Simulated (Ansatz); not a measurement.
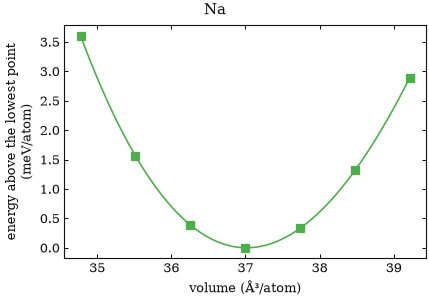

The plot gives the computed energy above the lowest point against volume for Na, space group Im-3m (No. 229) (one of a set of cubic test structures, which need not be the stable phase).

Computed with Ansatz 0.2.0 development build: equation of state of a cubic crystal from periodic Kohn-Sham density functional theory without spin, third-order Birch-Murnaghan fit to the free energies; pressure corrected for the finite basis. Level: PBE.

- structure type: bcc
- atoms in cell: 1
- space group number: 229
- lattice centring: body-centred primitive
- k mesh: 19×19×19
- occupation method: Fermi–Dirac
- occupation width: 0.06123 eV
- wave cutoff: 700 eV
- datasets: hard PAW
- density tolerance: 1e−09 eV
- bands: 9
- density cutoff ratio: 4
- search for lower states: default

From this curve and the settings, what does the calculation give for the pressure at the same points?

The pressure falls from 0.54 GPa at volume 34.78 Å³/atom to −0.40 GPa at 39.22 Å³/atom, and changes sign near 37.00 Å³/atom.

```csv
volume (Å³/atom),pressure (GPa)
34.78,0.54
35.52,0.34
36.26,0.17
37.00,0.00
37.74,-0.14
38.48,-0.28
39.22,-0.40
```
